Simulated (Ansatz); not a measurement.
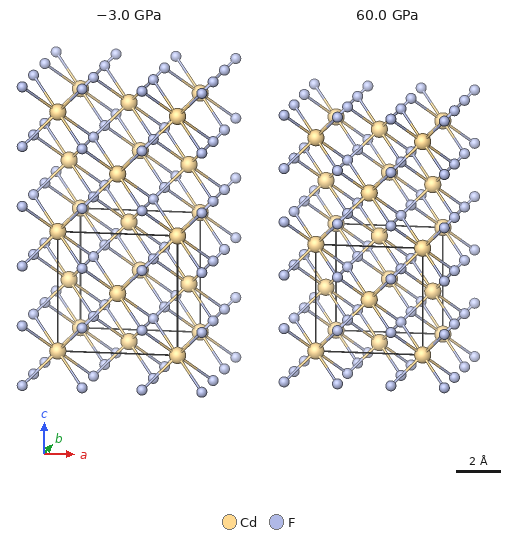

Solid CdF2 (set up in Fm-3m), relaxed (cell and atoms) at several target pressures. The picture shows the first and the last member. The picture is a ball-and-stick view of the conventional cell (4 times the calculation's cell), repeated 1 × 1 × 2 with one cell outlined, seen slightly off an axis. Lengths and directions refer to the drawn axes.

Computed with Ansatz 0.2.0: DFT PBE, scalar-relativistic, plane waves, PAW. (plane-wave cutoff 420 eV; k-point mesh 8 × 8 × 8; occupations gaussian; smearing width 0.02 eV; no spin polarisation; cell and atoms relaxed; force threshold 0.008 eV/Å)

| pressure (GPa) | volume (Å³/atom) | a (Å) | band gap (eV) |
| --- | --- | --- | --- |
| −3.0 | 14.204 | 5.545 | 2.79 |
| 0.0 | 13.725 | 5.481 | 2.92 |
| 3.0 | 13.321 | 5.427 | 3.02 |
| 8.0 | 12.772 | 5.352 | 3.17 |
| 15.0 | ? | ? | ? |
| 30.0 | 11.250 | 5.130 | 3.64 |
| 60.0 | 10.096 | 4.948 | 4.05 |

Fill in the missing row.

Murnaghan's form V = V₀(1 + B′P/B₀)^(−1/B′), with V₀ = 13.725 Å³ from the row at zero pressure, fits the other rows with B₀ = 95.3 GPa and B′ = 4.24 (largest miss 0.013 Å³). At 15.0 GPa it gives 13.725 × (1 + 4.24 × 15.0/95.3)^(−1/4.24) = 12.166 Å³ per atom. The calculation gives 12.166 Å³/atom (a = 5.266 Å). The estimate is right to the digits shown. For the gap a parabola through the rows 0.0, 3.0, 8.0 gives 3.35 eV, and the calculation 3.35 eV (semilocal gaps, lower than measured ones as a rule). From the first member to the last: Cd–F 2.401 → 2.143 Å.

The whole series:

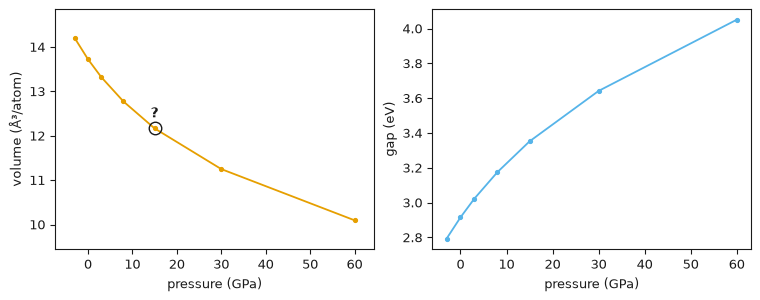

Each member starts from this one structure; whether another phase lies lower wasn't checked.
